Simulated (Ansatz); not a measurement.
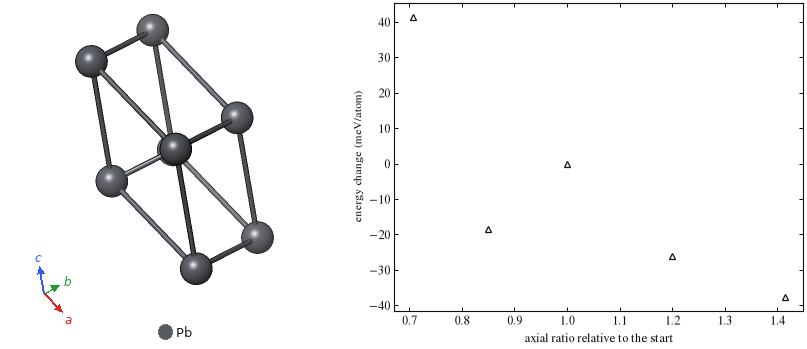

The figure shows the energy change against relative axial ratio for Pb, space group Im-3m (No. 229). The cell is drawn beside the plot.

Structure:
```
CELL_PARAMETERS angstrom
-1.97966 1.97966 1.97966
1.97966 -1.97966 1.97966
1.97966 1.97966 -1.97966
ATOMIC_POSITIONS crystal
Pb 0.00000 0.00000 0.00000
```

Calculation (Ansatz 0.2.0): deformation of a crystal at fixed volume, lengths along the axis scaled against those across it, fractional coordinates fixed, by plane-wave density functional theory with PAW datasets, free energies less that of the undisturbed cell, pressure positive in compression; scalar-relativistic. Level: r2SCAN, no spin polarisation.

- wave cutoff: 500 eV
- k mesh: 18×18×18
- occupations: Gaussian
- smearing width: 0.15 eV
- k shift: (0, 0, 0) (mesh steps)
- start: as given
- path: tetragonal
- axis direction: (0, 0, 1) (Cartesian unit vector)

From this curve and the settings, what does the calculation give for the pressure at the same points?

The pressure goes from 2.051 GPa at relative axial ratio 0.707 to 0.164 GPa at 1.414, not monotonically, with a low of −0.040 GPa at 1.000.

```csv
axial ratio relative to the start,pressure (GPa)
0.707,2.051
0.850,0.145
1.000,-0.040
1.200,0.147
1.414,0.164
```

Caveats: reference crystal is not relaxed.
